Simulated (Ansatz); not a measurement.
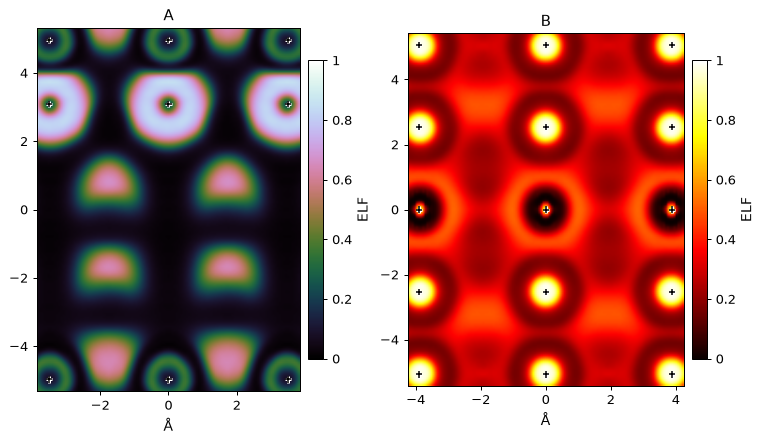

The ELF of 2 systems, each on a plane through atoms (crosses mark nuclei in the plane).

Method: Ansatz, DFT PBE, scalar-relativistic, plane waves, PAW.

System 1: MgO, the (100) plane of the conventional cell. Space group P6₃mc; a structure from a database of computed crystals, not necessarily the ambient phase; not relaxed (largest force 1.1 eV/Å); computed pressure about −6 GPa in this cell; PAW files of the earlier set (soft_1).

```xyz
8
Lattice="3.5047 0.0000 0.0000 -1.7523 3.0352 0.0000 0.0000 0.0000 9.9491" Properties=species:S:1:pos:R:3 pbc="T T T"
Mg    0.0000    2.0234    9.6456
Mg    0.0000    0.0000    2.1970
Mg    0.0000    0.0000    7.1715
Mg    1.7524    1.0117    4.6710
O     0.0000    2.0234    7.7607
O     0.0000    0.0000    5.2695
O     0.0000    0.0000    0.2949
O     1.7524    1.0117    2.7862
```

System 2: AlNi3, the (100) plane of the conventional cell. Space group R-3m; a structure from a database of computed crystals, not necessarily the ambient phase; computed pressure about 6 GPa in this cell; computed without spin polarisation; PAW files of the earlier set (soft_1).

```yaml
crystal:
  lattice:
    - [2.75420, 0.00000, -2.75420]
    - [-2.75420, 2.75420, 0.00000]
    - [5.85267, 5.85267, 5.85267]
  atoms:
    - { symbol: Al, position: [0.33333, 0.66667, 0.16667] }
    - { symbol: Al, position: [0.00000, 0.00000, 0.50000] }
    - { symbol: Al, position: [0.66667, 0.33333, 0.83333] }
    - { symbol: Ni, position: [0.00000, 0.00000, 0.25000] }
    - { symbol: Ni, position: [0.66667, 0.33333, 0.58333] }
    - { symbol: Ni, position: [0.33333, 0.66667, 0.91667] }
    - { symbol: Ni, position: [0.00000, 0.00000, 0.00000] }
    - { symbol: Ni, position: [0.66667, 0.33333, 0.33333] }
    - { symbol: Ni, position: [0.33333, 0.66667, 0.66667] }
    - { symbol: Ni, position: [0.66667, 0.33333, 0.08333] }
    - { symbol: Ni, position: [0.33333, 0.66667, 0.41667] }
    - { symbol: Ni, position: [0.00000, 0.00000, 0.75000] }
```

Match each panel to its system.

Answer. Panel A is system 1, MgO: the plane holds Mg and O. Mg–O (1.88 Å): the ELF peaks at about 0.85 in the valence shell of O, 0.7 Å from its nucleus, and is about 0.40 at the midpoint: a largely ionic contact. Panel B is system 2, AlNi3: the plane holds Al and Ni. Ni–Ni (2.53 Å): the ELF is about 0.25 at the midpoint (no shared electron pair shows on this line).
